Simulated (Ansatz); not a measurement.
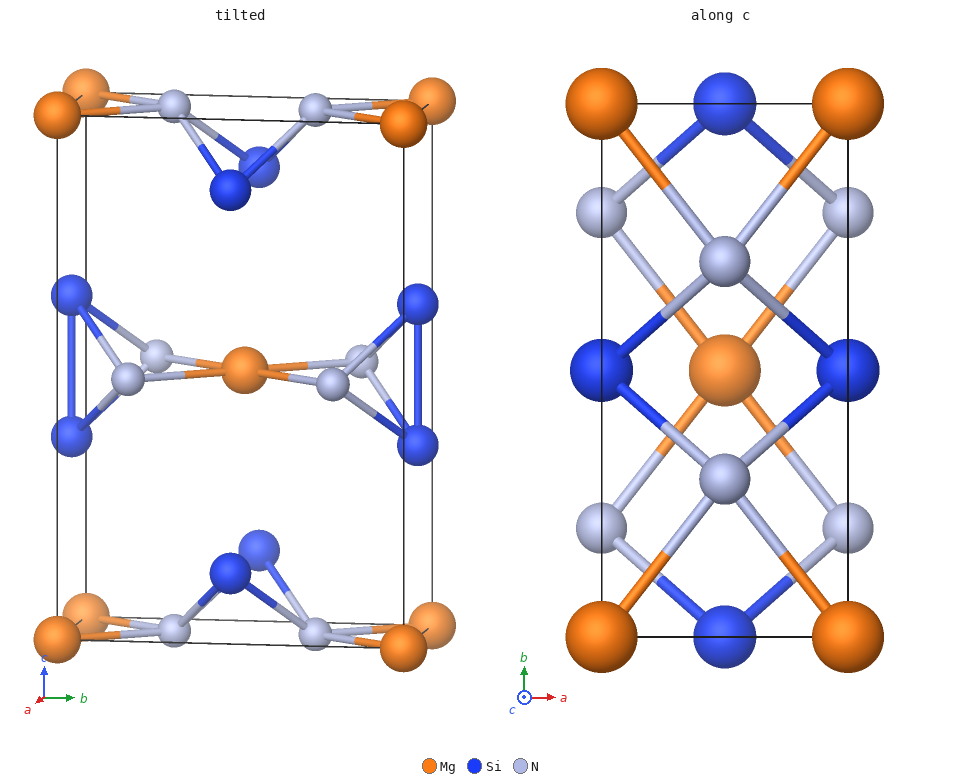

A ball-and-stick rendering, viewed slightly off an axis and along the c axis. The edges of the conventional unit cell are marked. Cell: a = 2.64 Å, b = 5.70 Å, c = 8.59 Å, α = 90.00°, β = 90.00°, γ = 90.00°.

The cell started as a structure type filled with these elements by a generator (whether the compound takes this form wasn't checked). Earlier steps of the study may have refined or changed the cell and positions. It went into a calculation with Ansatz.

Q: What does the picture show?

A: The formula is MgSi₂N₂. The atoms follow space group Immm (No. 71); the Bravais lattice is body-centred orthorhombic. One cell contains 2 Mg, 4 Si, 4 N, 10 atoms in all. Neighbours within bonding distance: Mg 4, Si 5 and N 6.

Level of theory and settings: DFT PBE, scalar-relativistic, plane waves, PAW (Ansatz 0.2.0), plane waves up to 420 eV, k-points about 0.19 Å⁻¹ apart, Gaussian smearing of 0.01 eV, no spin polarisation.

Q: Is the electronic structure metallic or gapped?

A: A semiconductor at this level, with a gap of 0.03 eV, direct.

Q: What are the atomic charges by Bader's partition?

A: Mg +1.67 e; Si +1.28 e; N -2.12 e.

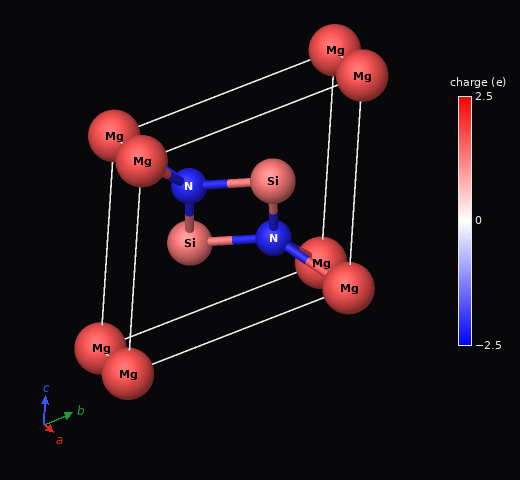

The atoms coloured by those charges. The run's cell of 5 atoms is drawn in a reduced setting, so axes and origin can differ from the first picture.

Q: Can this geometry be taken as optimised?

A: Yes. The largest force is 0.01 eV/Å. The pressure is 0.0 GPa, close to zero.
